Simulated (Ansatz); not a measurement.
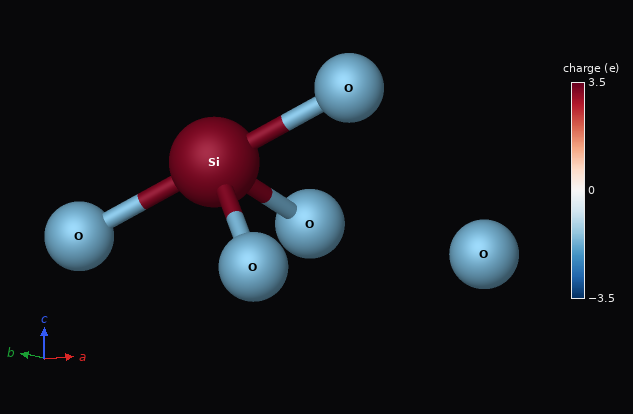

Ball-and-stick drawing of the structure, looking from the side at a slight tilt. The cell isn't outlined and the vacuum is left out. The atoms of this SiO2 cell are coloured by their Bader charge.

Level of theory and settings: Ansatz, DFT PBE, scalar-relativistic, plane waves, PAW, plane-wave cutoff 420 eV, 12×12×1 k-mesh, Gaussian smearing of 0.02 eV, no spin polarisation.

**What charges do the elements carry?**

Most positive: Si; most negative: O. Charges: about Si +3.2 e; O -1.6 e. The transfer is large, as in an ionic solid.

The initial geometry was a structure type filled with these elements by a generator (whether the compound takes this form wasn't checked). Earlier steps of the study may have refined or changed the cell and positions. It was the input of a calculation with Ansatz.
